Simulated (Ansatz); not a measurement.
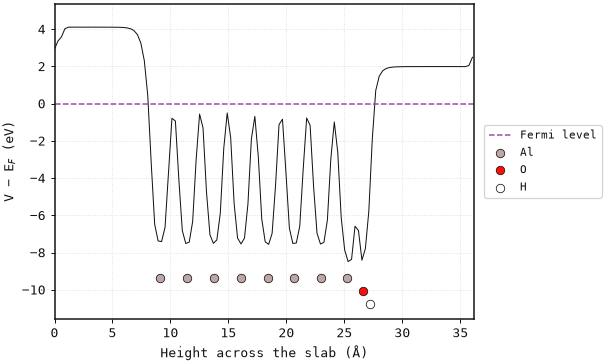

Plane-averaged electrostatic potential energy of an electron across the slab; circles at the bottom mark the heights of the atoms (positions after relaxation).

System: a (001) slab cut from Al (P6_3/mmc), of composition Al8HO (not the bulk's), ended by Al planes, 10 atoms in the cell. Starting structure of the relaxation:

```yaml
crystal:
  lattice:
    - [2.83628, 0.00000, 0.00000]
    - [-1.41814, 2.45629, 0.00000]
    - [0.00000, 0.00000, 36.19376]
  atoms:
    - { symbol: Al, position: [0.33333, 0.66667, 0.23485] }
    - { symbol: Al, position: [0.00000, 0.00000, 0.29924] }
    - { symbol: Al, position: [0.66667, 0.33333, 0.36363] }
    - { symbol: Al, position: [0.00000, 0.00000, 0.42802] }
    - { symbol: Al, position: [0.33333, 0.66667, 0.49190] }
    - { symbol: Al, position: [0.00000, 0.00000, 0.55657] }
    - { symbol: Al, position: [0.66667, 0.33333, 0.62131] }
    - { symbol: Al, position: [0.00000, 0.00000, 0.68701] }
    - { symbol: O, position: [0.50000, 0.00000, 0.72072] }
    - { symbol: H, position: [0.53665, 0.15574, 0.74503] }
```

Level of theory: DFT PBEsol, scalar-relativistic, plane waves, PAW, no spin polarisation, 12×12×1 k mesh, 420 eV cutoff, Gaussian smearing of 0.1 eV; code Ansatz.

What is the work function?

Answer. The work function is 1.99 eV at the right face and 4.10 eV at the left.

Do the two faces differ, and what does that say about the slab's dipole?

Answer. The vacuum level is 2.12 eV higher at the left than at the right, so the slab carries a dipole along its normal; the ramp in the vacuum, at or near the edge of the plot, is the dipole correction that keeps each side flat. Some atoms were held fixed in the relaxation, which can itself make the faces differ.

How thick are slab and vacuum?

Answer. The outermost atoms are 18.1 Å apart, which leaves 18.1 Å of vacuum in a cell 36.2 Å high.

The electron count is odd and the run has no spin polarisation, so a magnetic state may lie lower.
